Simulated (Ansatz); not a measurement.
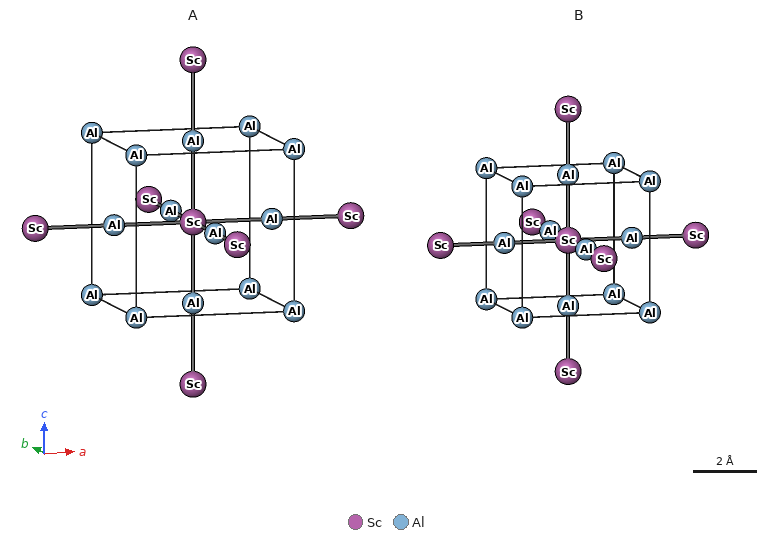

Two geometries of a crystal of ScAl4 (a generated structure, set up in Pm-3m) (coarse preliminary run), drawn at one scale. One is the start of a relaxation, the other its converged end. A ball-and-stick model of the cell of the calculation, seen slightly off an axis.

The calculation used DFT PBE, scalar-relativistic, plane waves, PAW in Ansatz. Settings: plane-wave cutoff 420 eV; k-point mesh 4 × 4 × 4; occupations gaussian; smearing width 0.1 eV; no spin polarisation; cell and atoms relaxed; force threshold 0.04 eV/Å; at most 70 steps.

Which of the two is the end point?

Answer. Structure A is the relaxed one. After 6 accepted moves (8 points after the start) the energy has fallen by 1101 meV per atom. All forces vanish by symmetry, so only the cell relaxes. Pressure: 41.45 GPa at the start and 0.14 GPa at the end. At 2 points the geometry stayed and the basis and grid were re-selected for the new cell (energy shift of 33.1 meV per atom at most each time). The atoms keep their places relative to the cell (all moves are under 0.005 Å). The volume changes by +89.1 %, with a = b = c 4.259 → 5.267 Å (+23.7 %). Some distances before and after: Al–Sc 2.130 → 2.633 Å. The space group stays Pm-3m (No. 221). Cost: 11 s on 1 thread of Intel(R) Xeon(R) Platinum 8375C CPU @ 2.90GHz (Ice Lake), with other jobs on the host, peak memory 0.42 GiB.
